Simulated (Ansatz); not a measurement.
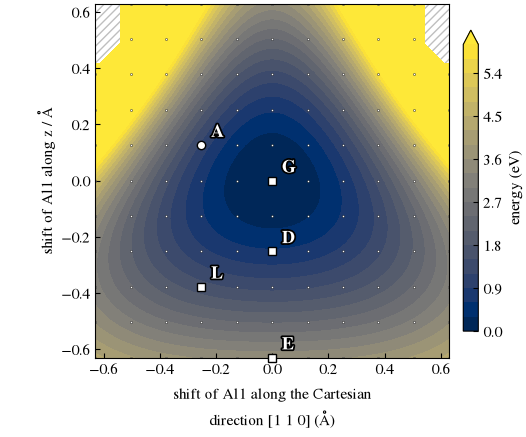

AlN (F-43m, No. 216; 8 atoms in the cell). One atom moved over a plane, all else fixed (x, y and z along the cube axes). First axis: shift of Al1 along the Cartesian direction [1 1 0]. Second axis: shift of Al1 along z. Nothing is relaxed (all other atoms fixed). The scan uses an 11 × 11 grid; 59 points were computed and 58 follow by symmetry. At 4 points there is no value (left out of the scan, as a rule where atoms come close). Points are written as (first, second). All energies are given in eV per cell relative to the lowest grid point. The band gap closes in part of the range. Theory: DFT PBEsol, scalar-relativistic, plane waves, PAW in Ansatz. Settings: cutoff 420 eV, k-mesh 6×6×6, gaussian smearing 0.05 eV, no spin polarisation.

The picture shows filled contours, dots at the grid points, one colour for all values above the top of the scale, hatched blanks where no value was computed, lettered points. Between grid points the surface is interpolated.

Is E the lowest point of the computed grid?

No. E lies 3.5 eV above the lowest grid point, which is at (0.000 Å, 0.000 Å).

What kind of point is each of A, D, G, L: minimum, saddle, maximum or slope?

A: on a slope; D: on a slope; G: minimum; L: on a slope. (In these two coordinates alone; a stationary point may lie a little off the grid point.)

PAW datasets: the set soft_1.
